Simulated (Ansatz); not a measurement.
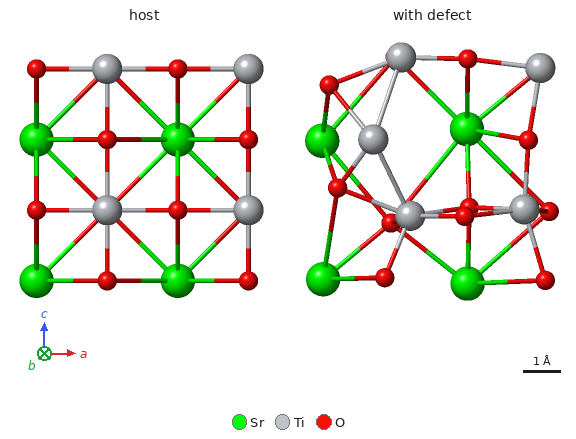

Left: perfect SrTiO₃. Right: the same region with a pair of point defects, after relaxing the atoms in a supercell of 40 sites. Style: ball-and-stick. Shown: the atoms within 4.6 Å of one point, in a slice 5.0 Å thick across the line of sight, along the b axis.

These are results of DFT, PBEsol, PAW, plane waves in Ansatz, not measurements. (plane-wave cutoff 420 eV; k-point mesh 1 × 1 × 1; mesh shifted by (0.25, 0.25, 0.25); collinear spin) Fermi-Dirac smearing of 0.01 eV. The axes drawn are those of the host's conventional cell.

> What kind of defect was made?

An oxygen atom is replaced by titanium and an extra oxygen atom is put between the host's atoms (an interstitial), the two sites 3.4 Å apart.

The charge state of the cell is 0.

> What does the relaxation do around it?

In the host the O atom has 2 Ti at 1.95 Å; the Ti atom ends with 4 O at 1.82 to 2.04 Å. The O atom starts with 4 O at 1.94 to 1.95 Å, 2 Sr at 1.94 to 1.95 Å around its place and ends with 2 Ti at 1.91 to 1.92 Å, 1 O at 2.17 Å. Of the host's atoms, an oxygen atom moves furthest from its site, by 0.97 Å. The Ti atom itself moves 0.94 Å from where it was put. The O atom itself moves 0.73 Å from where it was put. The cell ends without a net magnetic moment.

Limits of the set-up: the periodic images lie only 7.8 Å apart, so the values are limited by the cell's size.
